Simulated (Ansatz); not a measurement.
System: NiGe.

```
Ni Ge
1.0
     5.46115    0.00000    0.00000
     0.00000    3.55144    0.00000
     0.00000    0.00000    6.00220
Ni Ge
4 4
Direct
  0.99743 0.75000 0.19484
  0.00257 0.25000 0.80516
  0.50257 0.25000 0.69484
  0.49743 0.75000 0.30516
  0.80560 0.75000 0.58677
  0.19440 0.25000 0.41323
  0.69440 0.25000 0.08677
  0.30560 0.75000 0.91323
```

Space group Pnma; a structure generated by program, which may or may not match a known phase; changed on purpose from its base cell (volume × 1.06, shape and atoms relaxed); computed pressure about −7 GPa in this cell; computed without spin polarisation.

These are results of DFT PBE, scalar-relativistic, plane waves, PAW (Ansatz), not measurements.

Predict the valence pseudo-density and electron localisation function between the atoms.

Ni–Ge (2.39 Å): ρ at the midpoint is about 0.43 e/Å³; the ELF is about 0.40 at the midpoint.
Ni–Ge (2.46 Å): ρ at the midpoint is about 0.39 e/Å³; the ELF is about 0.45 at the midpoint.

Does the calculation give a band gap?

It is metallic or semimetallic at this level of theory: no gap opens.

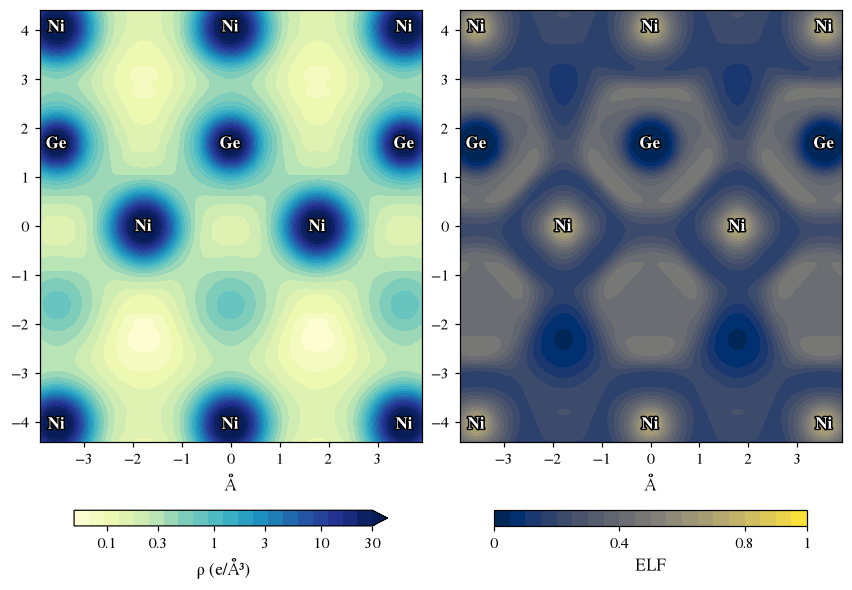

Computed valence pseudo-density and electron localisation function on the (101) plane of the conventional cell, in this order. Atoms just off the plane (Ge, 0.8 Å away) can leave unmarked features too.

The density is the valence pseudo-density of a PAW calculation; it isn't the true density close to the nuclei.
